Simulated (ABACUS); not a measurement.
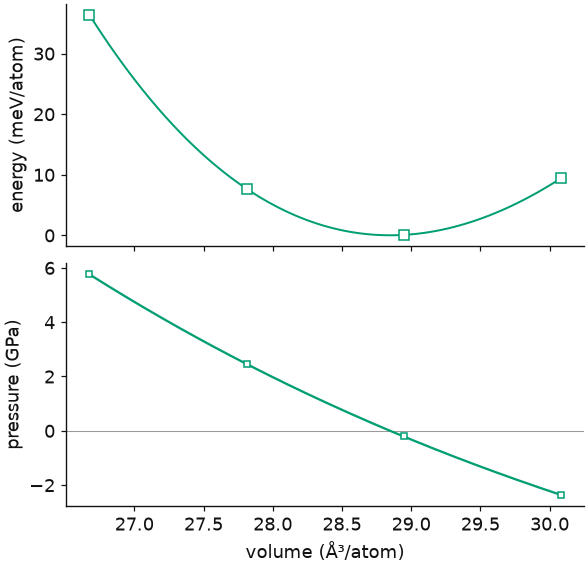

Caption: Energy and pressure against volume for Bi₂Se₃, space group R-3m (No. 166).

A third-order Birch–Murnaghan fit gives V0 = 28.85 Å³/atom, B0 = 61.7 GPa and B′ = 4.5. The energy is 36.40 meV/atom at volume 26.68 Å³/atom and 9.39 meV/atom at 30.08 Å³/atom; the lowest computed point is at volume 28.95 Å³/atom (0.06 meV/atom), and no other minimum shows. The pressure falls from 5.76 GPa at volume 26.68 Å³/atom to −2.36 GPa at 30.08 Å³/atom, and changes sign near 28.9 Å³/atom.

Computed with ABACUS 3.10.1: DFT in plane waves or numerical atomic orbitals with pseudopotentials, no spin polarisation; energies at scaled volumes of the given cell, shape and fractions fixed, counted from the fit's minimum, third-order Birch-Murnaghan fit. Level: PBEsol.

| setting | value |
| --- | --- |
| k mesh | 6×6×6 |
| occupations | Fermi–Dirac |
| smearing width | 0.05 eV |
| potentials | PseudoDojo NC SR 0.4.1 PBE standard |
| wave cutoff | 1361 eV |
| density cutoff | 5442 eV |
| program settings | basis DZP |

The given structure:
```cif
data_structure
_symmetry_space_group_name_H-M 'P 1'
_symmetry_Int_Tables_number 1
_cell_length_a 9.8405
_cell_length_b 9.8405
_cell_length_c 9.8405
_cell_angle_alpha 24.304
_cell_angle_beta 24.304
_cell_angle_gamma 24.304
_cell_volume 141.89
loop_
_atom_site_label
_atom_site_type_symbol
_atom_site_fract_x
_atom_site_fract_y
_atom_site_fract_z
_atom_site_occupancy
Bi1 Bi 0.59920 0.59920 0.59920 1
Bi2 Bi 0.40080 0.40080 0.40080 1
Se1 Se 0.78830 0.78830 0.78830 1
Se2 Se 0.21170 0.21170 0.21170 1
Se3 Se 0.00000 0.00000 0.00000 1
```

Keep in mind: home made orbitals; spin-orbit coupling left out, heavy elements; shape and atomic fractions are frozen while scaling, which makes layered, chain and framework solids too stiff.
